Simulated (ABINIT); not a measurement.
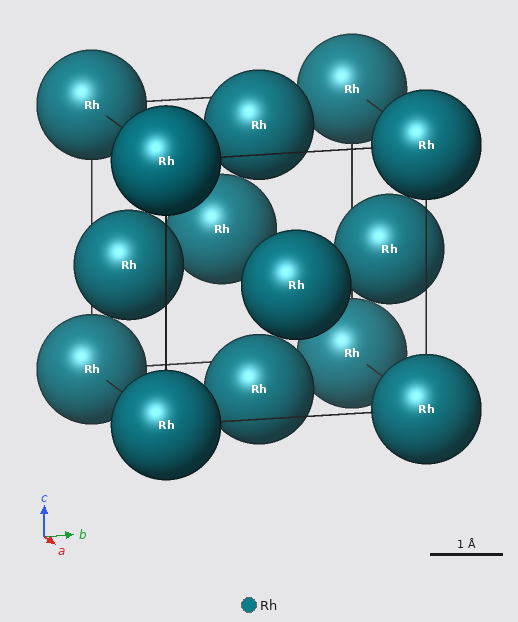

*The structure (spheres-only view of the cell 4 times as large as that of the calculation, set on its symmetry axes, seen slightly off an axis). An atom can appear more than once, as a periodic image.*

Run report: Rh, single-point calculation

Rh (1 atom in the cell), computed with Kohn-Sham DFT of a periodic cell, PBEsol, PseudoDojo NC SR PBEsol v0.4.1 standard, no spin polarisation (ABINIT 10.8.3).

The structure derives from an entry of the Crystallography Open Database.

**Input**
```
pp_dirpath "./"
pseudos "Rh.upf"

acell 2.6839652093 2.6839652093 2.6839652093 Angstrom
rprim
     0.0000000000     0.7071067812     0.7071067812
     0.7071067812     0.0000000000     0.7071067812
     0.7071067812     0.7071067812     0.0000000000
ntypat 1
znucl 45
natom 1
typat 1
xred
     0.0000000000     0.0000000000     0.0000000000

ecut 40.0

kptopt 1
ngkpt 9 9 9
nshiftk 1
shiftk 0.0 0.0 0.0

ixc -116133

nband 13
occopt 3
tsmear 0.00183747

nstep 100
tolvrs 1.0e-10

iomode 3
prtwf 0
prtden 0
prteig 0
prtebands 0
enunit 1
```

Run as:
```bash
abinit run.abi > log 2>&1
```

**Output**
```
.Version 10.8.3 of ABINIT
 Symmetries : space group Fm -3 m (#225); Bravais cF (face-center cubic)
================================================================================
 Values of the parameters that define the memory need of the present run
     intxc =       0    ionmov =       0      iscf =       7    lmnmax =       6
     lnmax =       6     mgfft =      30  mpssoang =       3    mqgrid =    3001
     natom =       1  nloc_mem =       1    nspden =       1   nspinor =       1
    nsppol =       1      nsym =      48    n1xccc =    2501    ntypat =       1
    occopt =       3   xclevel =       2
       mpw =        1126          nfft =       27000          nkpt =          35
================================================================================
================================================================================

--------------------------------------------------------------------------------
------------- Echo of variables that govern the present computation ------------
--------------------------------------------------------------------------------
 -outvars: echo values of preprocessed input variables --------
            acell      5.0719591770E+00  5.0719591770E+00  5.0719591770E+00 Bohr
              amu      1.02905500E+02
             ecut      4.00000000E+01 Hartree
           enunit           1
              ixc     -116133
         kptrlatt        9    0    0      0    9    0      0    0    9
          kptrlen      4.56476326E+01
            natom           1
            nband          13
            ngfft          30      30      30
             nkpt          35
            nstep         100
             nsym          48
           ntypat           1
           occopt           3
           prtden           0
        prtebands           0
           prteig           0
            prtwf           0
            rprim      0.0000000000E+00  7.0710678120E-01  7.0710678120E-01
                       7.0710678120E-01  0.0000000000E+00  7.0710678120E-01
                       7.0710678120E-01  7.0710678120E-01  0.0000000000E+00
          spgroup         225
           tolvrs      1.00000000E-10
           tsmear      1.83747000E-03 Hartree
            typat      1
            znucl       45.00000

================================================================================

 chkinp: Checking input parameters for consistency.

================================================================================
== DATASET  1 ==================================================================

--- !DatasetInfo
iteration_state: {dtset: 1, }
dimensions: {natom: 1, nkpt: 35, mband: 13, nsppol: 1, nspinor: 1, nspden: 1, mpw: 1126, }
cutoff_energies: {ecut:  40.0, pawecutdg:  -1.0, }
electrons: {nelect:   1.70000000E+01, charge:   0.00000000E+00, occopt:   3.00000000E+00, tsmear:   1.83747000E-03, }
meta: {optdriver: 0, ionmov: 0, optcell: 0, iscf: 7, paral_kgb: 0, }
...

 Real(R)+Recip(G) space primitive vectors, cartesian coordinates (Bohr,Bohr^-1):
 R(1)=  0.0000000  3.5864167  3.5864167  G(1)= -0.1394149  0.1394149  0.1394149
 R(2)=  3.5864167  0.0000000  3.5864167  G(2)=  0.1394149 -0.1394149  0.1394149
 R(3)=  3.5864167  3.5864167  0.0000000  G(3)=  0.1394149  0.1394149 -0.1394149
 Unit cell volume ucvol=  9.2259745E+01 bohr^3
 Angles (23,13,12)=  6.00000000E+01  6.00000000E+01  6.00000000E+01 degrees

 getcut: wavevector=  0.0000  0.0000  0.0000  ngfft=  30  30  30
         ecut(hartree)=     40.000   => boxcut(ratio)=   2.07985

--- Pseudopotential description ------------------------------------------------
- pspini: atom type   1  psp file is ./Rh.upf
12 -116133 2 -1 1568                          pspcod,pspxc,lmax,lloc,mmax
     nproj     2     2     2

   3.65704329E+02                                ecore*ucvol(ha*bohr**3)
--------------------------------------------------------------------------------

================================================================================

--- !BeginCycle
iteration_state: {dtset: 1, }
solver: {iscf: 7, nstep: 100, nline: 4, wfoptalg: 0, }
tolerances: {tolvrs: 1.00E-10, }
...

     iter   Etot(hartree)      deltaE(h)  residm     vres2
 ETOT  1  -117.15065124828    -1.172E+02 1.652E-01 1.218E+02
 ETOT  2  -117.18348583483    -3.283E-02 1.961E-02 1.167E+02
 ETOT  3  -117.21540313882    -3.192E-02 1.311E-03 4.612E-02
 ETOT  4  -117.21541678714    -1.365E-05 7.735E-04 6.058E-04
 ETOT  5  -117.21541693869    -1.515E-07 7.566E-05 3.603E-06
 ETOT  6  -117.21541693967    -9.809E-10 1.270E-04 5.271E-09
 ETOT  7  -117.21541693967    -1.435E-12 1.538E-05 2.519E-10
 ETOT  8  -117.21541693967     1.606E-12 4.483E-05 1.676E-13

 At SCF step    8       vres2   =  1.68E-13 < tolvrs=  1.00E-10 =>converged.

 Cartesian components of stress tensor (hartree/bohr^3)
  sigma(1 1)=  1.43724446E-04  sigma(3 2)=  0.00000000E+00
  sigma(2 2)=  1.43724446E-04  sigma(3 1)=  0.00000000E+00
  sigma(3 3)=  1.43724446E-04  sigma(2 1)=  0.00000000E+00

--- !ResultsGS
iteration_state: {dtset: 1, }
comment   : Summary of ground state results
lattice_vectors:
- [  0.0000000,   3.5864167,   3.5864167, ]
- [  3.5864167,   0.0000000,   3.5864167, ]
- [  3.5864167,   3.5864167,   0.0000000, ]
lattice_lengths: [   5.07196,    5.07196,    5.07196, ]
lattice_angles: [ 60.000,  60.000,  60.000, ] # degrees, (23, 13, 12)
lattice_volume:   9.2259745E+01
convergence: {deltae:  1.606E-12, res2:  1.676E-13, residm:  4.483E-05, diffor: null, }
etotal    :  -1.17215417E+02
entropy   :   0.00000000E+00
fermie    :   5.97731559E-01
cartesian_stress_tensor: # hartree/bohr^3
- [  1.43724446E-04,   0.00000000E+00,   0.00000000E+00, ]
- [  0.00000000E+00,   1.43724446E-04,   0.00000000E+00, ]
- [  0.00000000E+00,   0.00000000E+00,   1.43724446E-04, ]
pressure_GPa:  -4.2285E+00
xred      :
- [  0.0000E+00,   0.0000E+00,   0.0000E+00, Rh]
cartesian_forces: # hartree/bohr
- [ -0.00000000E+00,  -0.00000000E+00,  -0.00000000E+00, ]
force_length_stats: {min:   0.00000000E+00, max:   0.00000000E+00, mean:   0.00000000E+00, }
...

 Integrated electronic density in atomic spheres:
 ------------------------------------------------
 Atom  Sphere_radius  Integrated_density
    1        2.00000         14.05972699
================================================================================

 ----iterations are completed or convergence reached----

 Mean square residual over all n,k,spin=   14.856E-08; max=  44.830E-06
 reduced coordinates (array xred) for    1 atoms
       0.000000000000      0.000000000000      0.000000000000
 rms dE/dt=  0.0000E+00; max dE/dt=  0.0000E+00; dE/dt below (all hartree)
    1       0.000000000000      0.000000000000      0.000000000000

 cartesian coordinates (angstrom) at end:
    1      0.00000000000000     0.00000000000000     0.00000000000000

 cartesian forces (hartree/bohr) at end:
    1     -0.00000000000000    -0.00000000000000    -0.00000000000000
 frms,max,avg= 0.0000000E+00 0.0000000E+00   0.000E+00  0.000E+00  0.000E+00 h/b

 cartesian forces (eV/Angstrom) at end:
    1     -0.00000000000000    -0.00000000000000    -0.00000000000000
 frms,max,avg= 0.0000000E+00 0.0000000E+00   0.000E+00  0.000E+00  0.000E+00 e/A
 length scales=  5.071959177042  5.071959177042  5.071959177042 bohr
              =  2.683965209300  2.683965209300  2.683965209300 angstroms
 Fermi (or HOMO) energy (eV) =  16.26510   Average Vxc (eV)= -14.61371
 Eigenvalues (   eV  ) for nkpt=  35  k points:
 kpt#   1, nband= 13, wtk=  0.00137, kpt=  0.0000  0.0000  0.0000 (reduced coord)
 -62.53792  -30.01154  -30.01154  -30.01154    8.23807   13.20591   13.20591   13.20591
  15.32900   15.32900   32.44212   37.86347   37.86347
 prteigrs : prtvol=0 or 1, do not print more k-points.

--- !EnergyTerms
iteration_state     : {dtset: 1, }
comment             : Components of total free energy in Hartree
kinetic             :  3.87061607824699E+01
hartree             :  1.87403389580535E+01
xc                  : -1.88045023665125E+01
Ewald energy        : -9.23641366780867E+01
psp_core            :  3.96385583130149E+00
local_psp           : -7.44429066907176E+01
non_local_psp       :  6.98609631134327E+00
internal            : -1.17215093852149E+02
'-kT*entropy'       : -3.23087523531780E-04
total_energy        : -1.17215416939672E+02
total_energy_eV     : -3.18959398432913E+03
band_energy         : -6.93408029684181E+00
...

 Cartesian components of stress tensor (hartree/bohr^3)
  sigma(1 1)=  1.43724446E-04  sigma(3 2)=  0.00000000E+00
  sigma(2 2)=  1.43724446E-04  sigma(3 1)=  0.00000000E+00
  sigma(3 3)=  1.43724446E-04  sigma(2 1)=  0.00000000E+00

-Cartesian components of stress tensor (GPa)         [Pressure= -4.2285E+00 GPa]
- sigma(1 1)=  4.22851920E+00  sigma(3 2)=  0.00000000E+00
- sigma(2 2)=  4.22851920E+00  sigma(3 1)=  0.00000000E+00
- sigma(3 3)=  4.22851920E+00  sigma(2 1)=  0.00000000E+00

== END DATASET(S) ==============================================================
================================================================================

 -outvars: echo values of variables after computation  --------
            acell      5.0719591770E+00  5.0719591770E+00  5.0719591770E+00 Bohr
           etotal     -1.1721541694E+02
            fcart     -0.0000000000E+00 -0.0000000000E+00 -0.0000000000E+00
            rprim      0.0000000000E+00  7.0710678120E-01  7.0710678120E-01
                       7.0710678120E-01  0.0000000000E+00  7.0710678120E-01
                       7.0710678120E-01  7.0710678120E-01  0.0000000000E+00
           strten      1.4372444625E-04  1.4372444625E-04  1.4372444625E-04
                       0.0000000000E+00  0.0000000000E+00  0.0000000000E+00
 Calculation completed.
```

**Summary**

| quantity | value |
| --- | --- |
| outcome | converged |
| space group (tolerance 0.01 Å) | Fm-3m (225) |
| electrons treated | 17 |
| free energy | −3189.5940 eV |
| Fermi energy | 16.265 eV |
| gap on the k-point mesh | none (metallic) |
| pressure | −4.23 GPa |
| largest force (length of the vector) | under 0.001 eV/Å |
| hardware | 1 thread of Intel Xeon (Granite Rapids), 96 GiB of memory available, shared host |
| wall time | 8.7 s |
| peak memory | 0.06 GiB |
